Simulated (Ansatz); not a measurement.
Given this structure:

```cif
data_structure
_symmetry_space_group_name_H-M 'I 4/m m m'
_symmetry_Int_Tables_number 139
_cell_length_a 8.5744
_cell_length_b 8.5744
_cell_length_c 3.7369
_cell_angle_alpha 90.000
_cell_angle_beta 90.000
_cell_angle_gamma 90.000
_cell_volume 274.74
loop_
_atom_site_label
_atom_site_type_symbol
_atom_site_symmetry_multiplicity
_atom_site_Wyckoff_symbol
_atom_site_fract_x
_atom_site_fract_y
_atom_site_fract_z
_atom_site_occupancy
Ti1 Ti 8 i 0.50000 0.79308 0.50000 1
O1 O 8 j 0.65056 0.00000 0.50000 1
O2 O 8 h 0.33837 0.66163 0.50000 1
```

**What crystal do these data define?**

The material is TiO2. The space group is I4/mmm (No. 139); the lattice is body-centred tetragonal. One cell contains 8 Ti, 16 O, 24 atoms in all. Each Ti atom is coordinated by six O at 1.79 to 2.19 Å. O takes two kinds of site: 8j with four Ti at 1.93 to 2.19 Å; 8h with two Ti at 1.79 Å. Not all metal-metal contacts are counted. The bonds build a three-dimensional framework.

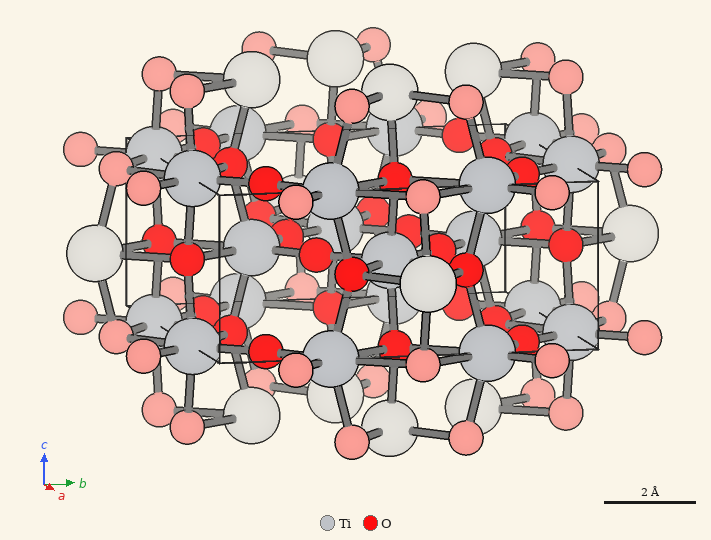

The crystal in a ball-and-stick representation, seen slightly off an axis. The frame is the conventional unit cell; atoms at its boundary are shown with their periodic copies. Neighbours across the faces are drawn wherever a bond reaches them, in fainter colours. Colours: titanium light grey, oxygen red.

The cell started as a structure listed in the Materials Project. A relaxation with DFT LDA, scalar-relativistic, plane waves, PAW (Ansatz) gave the geometry drawn.
